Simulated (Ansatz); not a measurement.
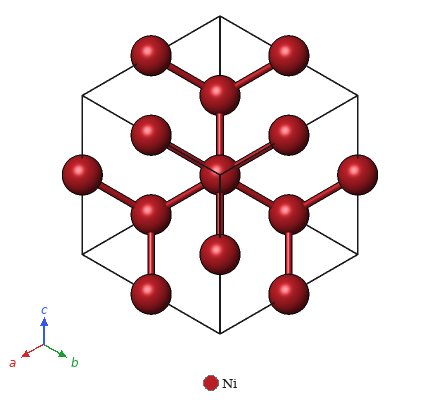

The structure, seen along [111]; the drawing may span several cells.

Structure (in its standard cell), the input geometry of an electronic-structure calculation (not necessarily at equilibrium); the starting structure was generated, so it need not be a known form of this composition:

```cif
data_structure
_symmetry_space_group_name_H-M 'Fd-3m:1'
_symmetry_Int_Tables_number 227
_cell_length_a 5.1426
_cell_length_b 5.1426
_cell_length_c 5.1426
_cell_angle_alpha 90.000
_cell_angle_beta 90.000
_cell_angle_gamma 90.000
_cell_volume 136.00
loop_
_atom_site_label
_atom_site_type_symbol
_atom_site_symmetry_multiplicity
_atom_site_Wyckoff_symbol
_atom_site_fract_x
_atom_site_fract_y
_atom_site_fract_z
_atom_site_occupancy
Ni1 Ni 8 b 0.25000 0.25000 0.75000 1
```

Predict the [111] zone-axis pattern (200 kV, kinematic, B = 1 Å²).

Answer. The spots form a hexagonal net with both shortest vectors at d = 1.82 Å, 60.0° apart. They are -2 2 0 and -2 0 2. The pattern has symmetry 6mm. The lattice centring (F) removes all reflections that break h + k = 2n, h + l = 2n.

Strongest reflections with d > 0.80 Å, one of each family (|F|² from tabulated Gaussian fits of the electron scattering factors, times a small damping for the curvature of the Ewald sphere):

```
    hkl  d (Å)  I (strongest = 100)
 2 0 -2  1.818                  100
4 -2 -2  1.050                   24
 4 0 -4  0.909                   14
```

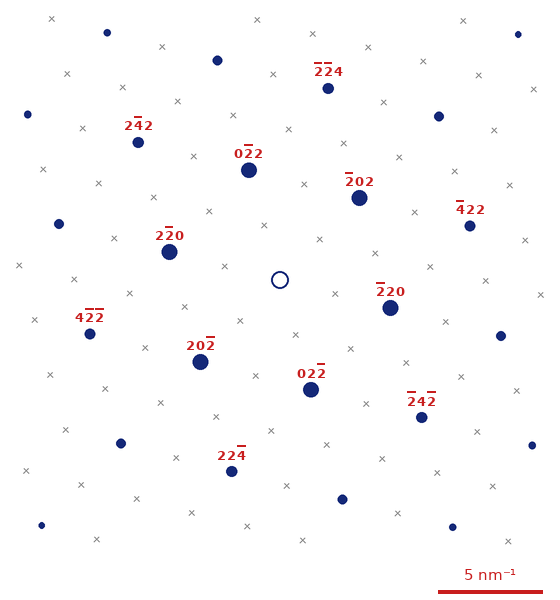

Calculated pattern, seen from the source side with [111] pointing towards the source; crosses mark the places of extinct reflections.
